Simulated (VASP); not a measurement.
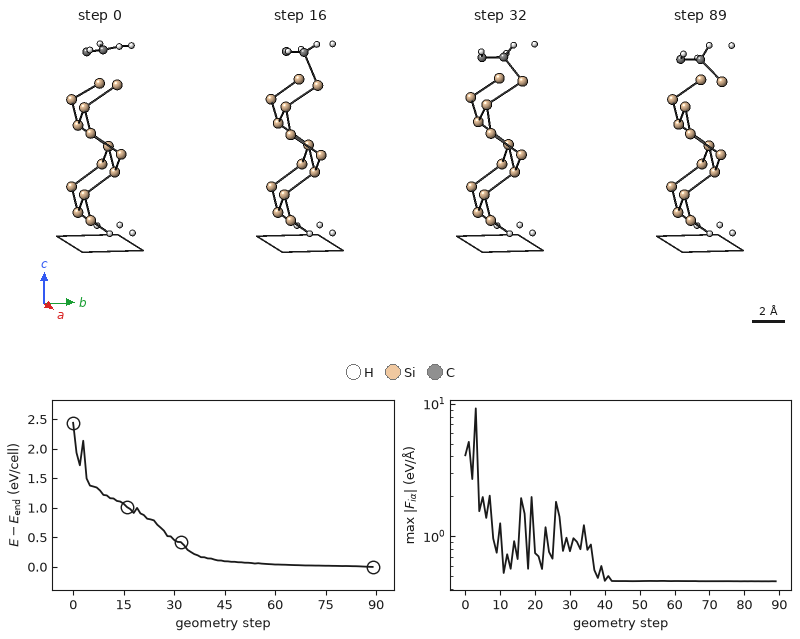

Frames of a relaxation of a slab of composition Si7H4C, marked on the history of the run. The picture is a ball-and-stick view of the cell of the calculation, outlined in the plane, without the vacuum (origin shifted), seen slightly off an axis.

The run lets the atoms move in a fixed cell. 10 atoms are held fixed.

All numbers below come from Kohn-Sham DFT of a periodic cell, RPBE, VASP PAW PBE potentials, recommended in VASP 6.6.1.

The input:
```
ALGO     = Normal         # electronic algorithm
DIPOL    = 0.5 0.5 0.501
EDIFF    = 1E-6           # SCF threshold, eV
EDIFFG   = -0.03          # ionic threshold
ENCUT    = 450            # plane-wave cutoff, eV
GGA      = RP             # functional
IBRION   = 2              # ionic algorithm
IDIPOL   = 3            
ISIF     = 2              # what is computed and relaxed
ISMEAR   = 0              # smearing method
KPAR     = 4            
LASPH    = T              # aspherical terms in the spheres
LCHARG   = F              # write CHGCAR
LDIPOL   = T            
LREAL    = Auto         
LWAVE    = F              # write WAVECAR
NCORE    = 2            
NELM     = 80             # most SCF steps
NSW      = 90             # ionic steps
PREC     = Normal         # precision mode
SIGMA    = 0.05           # smearing width, eV
```

Command:
```bash
cat potpaw_PBE.64/H/POTCAR potpaw_PBE.64/Si/POTCAR potpaw_PBE.64/C/POTCAR > POTCAR
mpirun -np 8 vasp_std > vasp.out
```

### Describe the path.

The relaxation stopped without meeting its thresholds, so the last structure isn't shown to be converged. The largest move is that of an H atom, 0.92 Å at 18° to the normal (−c side). By element the largest moves are H 0.92 Å, C 0.67 Å, Si 0.37 Å. The cell stays as it was. Near-neighbour distances that change, for instance: C–Si 2.891 → 1.942 Å, H–H 0.890 → 1.622 Å, C–Si 2.373 → 1.928 Å, Si–Si 2.549 → 2.840 Å. New bonds form: C–Si (2.37 → 1.93 Å), C–Si (2.89 → 1.94 Å). Bond angles that change, for instance: H–C–C 120.5° → 104.3°, H–C–C 120.5° → 105.0°, H–C–C 120.5° → 112.0°. Over 89 geometry steps the energy falls by 2.441 eV per cell of the calculation. The largest force component goes from 4.1 to 0.46 eV/Å. From step 0 to 16: H atoms move most (0.36 Å), energy −1.427 eV per cell of the calculation. From step 16 to 32: a C atom moves most (0.47 Å), energy −0.594 eV per cell of the calculation. From step 32 to 89: an H atom moves most (0.63 Å), energy −0.420 eV per cell of the calculation.

| step | E − E(0), meV/atom | largest force component, eV/Å |
| --- | --- | --- |
| 0 | 0.00 | 4.0809 |
| 1 | -21.11 | 5.1540 |
| 2 | -30.00 | 2.6998 |
| 3 | -12.65 | 9.2180 |
| 4 | -39.27 | 1.5435 |
| 5 | -44.31 | 1.9763 |
| 6 | -44.95 | 1.3738 |
| 7 | -45.65 | 2.0236 |
| 8 | -47.80 | 0.9607 |
| 9 | -50.89 | 0.7499 |
| 10 | -51.24 | 1.2522 |
| 14 | -55.58 | 0.9180 |
| 18 | -63.65 | 0.5678 |
| 22 | -67.69 | 0.5656 |
| 27 | -76.19 | 1.4032 |
| 31 | -84.02 | 0.9656 |
| 35 | -91.21 | 0.7885 |
| 39 | -94.88 | 0.5961 |
| 43 | -97.14 | 0.4587 |
| 47 | -98.09 | 0.4580 |
| 52 | -98.76 | 0.4592 |
| 56 | -99.38 | 0.4598 |
| 60 | -100.02 | 0.4589 |
| 64 | -100.26 | 0.4583 |
| 68 | -100.58 | 0.4574 |
| 72 | -100.76 | 0.4574 |
| 77 | -100.95 | 0.4572 |
| 81 | -101.05 | 0.4568 |
| 85 | -101.29 | 0.4566 |
| 89 | -101.70 | 0.4569 |
